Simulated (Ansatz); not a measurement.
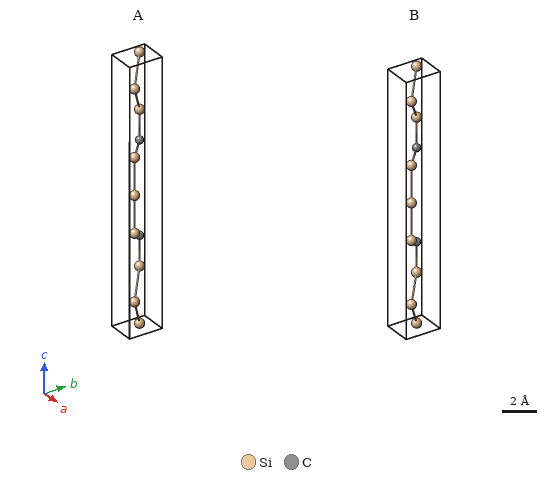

Two geometries of a crystal of Si₄C (a generated structure, set up in P-6m2), drawn at one scale. One is the start of a relaxation, the other its converged end. Style: ball-and-stick. Shown: the cell of the calculation, slightly off an axis.

Theory: DFT PBE, scalar-relativistic, plane waves, PAW (Ansatz 0.2.0). (plane-wave cutoff 420 eV; k-point mesh 12 × 12 × 4; occupations gaussian; smearing width 0.1 eV; no spin polarisation; cell and atoms relaxed; force threshold 0.01 eV/Å; at most 80 steps)

> Which one is relaxed?

Structure B is the relaxed one. The largest moves relative to the cell, 0.21 Å, are those of Si atoms. Largest moves by element: Si 0.21 Å, C 0.12 Å. Cell: a = b 3.079 → 3.195 Å (+3.8 %), c 17.023 → 16.113 Å (−5.3 %). Volume +1.9 %. Some distances before and after: Si–Si 2.504 → 2.377 Å, C–Si 1.880 → 1.938 Å, Si–Si 2.555 → 2.503 Å, Si–Si 2.380 → 2.357 Å. Among the angles between lasting bonds that change: Si–Si–Si 90.7° → 81.6°, Si–Si–Si 75.9° → 84.4°, Si–Si–Si 91.8° → 85.1°. The space group stays P-6m2 (No. 187). Over 11 accepted moves (15 points after the start) the energy falls by 0.169 eV per cell of the calculation. Largest force component: 0.2 eV/Å at the start, 0.0012 eV/Å at the end. Pressure: 0.04 GPa at the start and 0.00 GPa at the end. The line search rejected the trial steps at points 7, 9 of the run. The SCF was repeated twice at an unchanged geometry on a basis and grid sized afresh for the cell, which shifted the energy by 5.5 meV per cell of the calculation at most.
